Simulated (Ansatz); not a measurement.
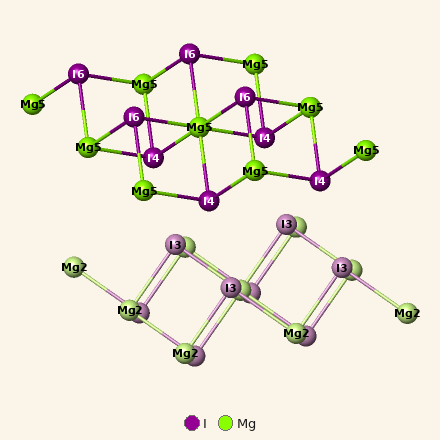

The system is a bilayer of two MgI₂ sheets (1T type), the upper one turned by 180 degrees about the normal (6 atoms in the cell); the picture shows the structure at the first grid point; the lower layer is drawn fainter. The upper layer of a bilayer is slid over the lower one; relaxed at each slide: nothing; the origin of the map has I4 above I3; the distance between the facing planes is held at 3.83 Å. Places are given modulo a cell vector. The map is drawn in real space over the plane of the slide. The scan uses a 9 × 9 grid; 12 points were computed and 69 follow by symmetry. All energies are given in meV/Å² relative to the lowest grid point. At a held distance the lowest stacking need not be the one that binds best once the distance relaxes. Level of theory: DFT PBE+D3(BJ), scalar-relativistic, plane waves, PAW (Ansatz). Settings: cutoff 420 eV, k-mesh 9×9×1, gaussian smearing 0.05 eV, no spin polarisation.

Its coordinates:

```yaml
crystal:
  lattice:
    - [4.13111, 0.00000, 0.00000]
    - [-2.06555, 3.57764, 0.00000]
    - [0.00000, 0.00000, 24.22651]
  atoms:
    - { symbol: I, position: [0.33333, 0.66667, 0.18575] }
    - { symbol: Mg, position: [0.00000, 0.00000, 0.25516] }
    - { symbol: I, position: [0.66667, 0.33332, 0.32457] }
    - { symbol: I, position: [0.66667, 0.33332, 0.48267] }
    - { symbol: Mg, position: [0.00001, 0.99999, 0.55208] }
    - { symbol: I, position: [0.33333, 0.66667, 0.62149] }
```

Range: slide of the upper layer along the first cell vector from 0.000 to 0.889; slide of the upper layer along the second cell vector from 0.000 to 0.889.

What landscape does the calculation give?

The lowest grid point is at (3/9, 6/9) of the cell vectors; the map holds 2 wells of about this depth. It is the only kind of minimum in the scanned range. The highest grid point, (0/9, 0/9) of the cell vectors, lies 4.84 meV/Å² above the lowest. On the interpolated surface the easiest way out of the lowest well to a well of about the same depth near (6/9, 3/9) of the cell vectors passes a barrier of about 0.44 meV/Å². Facing atoms of the upper layer at the lowest point: I above Mg of a deeper plane, the Mg behind them above I; at the highest: I above I, the Mg behind them above Mg.

| second ↓, first → | 0/9 | 1/9 | 2/9 | 3/9 | 4/9 | 5/9 | 6/9 | 7/9 | 8/9 |
| --- | --- | --- | --- | --- | --- | --- | --- | --- | --- |
| 8/9 | 4.29 | 3.33 | 1.94 | 0.78 | 0.34 | 0.78 | 1.94 | 3.33 | 4.29 |
| 7/9 | 2.93 | 1.94 | 0.87 | 0.21 | 0.21 | 0.87 | 1.94 | 2.93 | 3.33 |
| 6/9 | 1.47 | 0.78 | 0.21 | 0.00 | 0.21 | 0.78 | 1.47 | 1.94 | 1.94 |
| 5/9 | 0.56 | 0.34 | 0.21 | 0.21 | 0.34 | 0.56 | 0.78 | 0.87 | 0.78 |
| 4/9 | 0.56 | 0.78 | 0.87 | 0.78 | 0.56 | 0.34 | 0.21 | 0.21 | 0.34 |
| 3/9 | 1.47 | 1.94 | 1.94 | 1.47 | 0.78 | 0.21 | 0.00 | 0.21 | 0.78 |
| 2/9 | 2.93 | 3.33 | 2.93 | 1.94 | 0.87 | 0.21 | 0.21 | 0.87 | 1.94 |
| 1/9 | 4.29 | 4.29 | 3.33 | 1.94 | 0.78 | 0.34 | 0.78 | 1.94 | 3.33 |
| 0/9 | 4.84 | 4.29 | 2.93 | 1.47 | 0.56 | 0.56 | 1.47 | 2.93 | 4.29 |

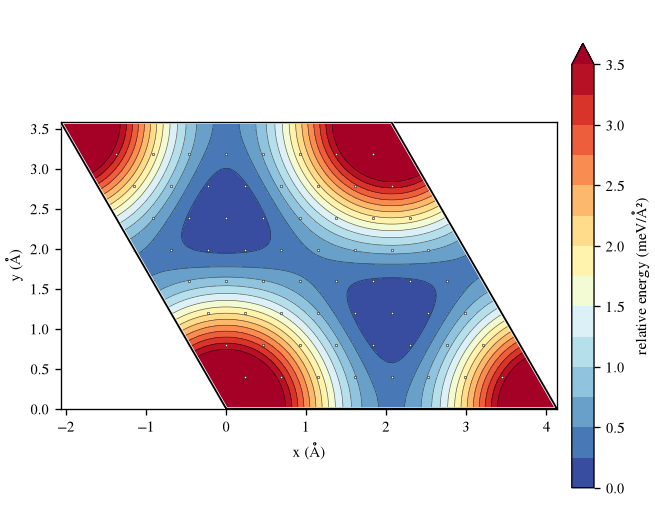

In the figure: filled contours, dots at the grid points, the outline of one cell of the plane, one colour for all values above the top of the scale. Between grid points the surface is interpolated.

The whole map (12 points run) took 3.9 min on 1 thread of AMD EPYC 9R45 96-Core Processor (Zen 5) (shared host).
